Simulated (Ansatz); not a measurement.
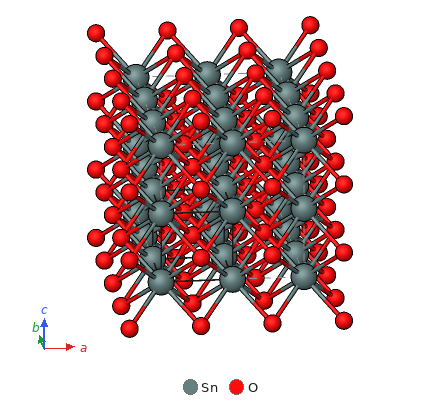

SnO (space group Pm-3m, No. 221): the input geometry of an electronic-structure calculation (not necessarily at equilibrium); the starting structure was generated, so it need not be a known form of this composition.

Bonds are taken as O–Sn below 3 Å. Atoms with one bond or none are removed and atoms with two bonds are replaced by edges, until no such atom is left.

> What kind of net remains, and which atoms are its nodes?

A uninodal 8-connected, three-periodic net: Sn and O are 8-connected nodes.

> Which named net is it?

It is the bcu net, known from CsCl and the body-centred cubic metals.

> Is the net interpenetrated?

It is a single net, without interpenetration.

> Give the first four terms of the coordination sequence (nodes one, two, three … edges away).

Sn and O: 8, 26, 56, 98.
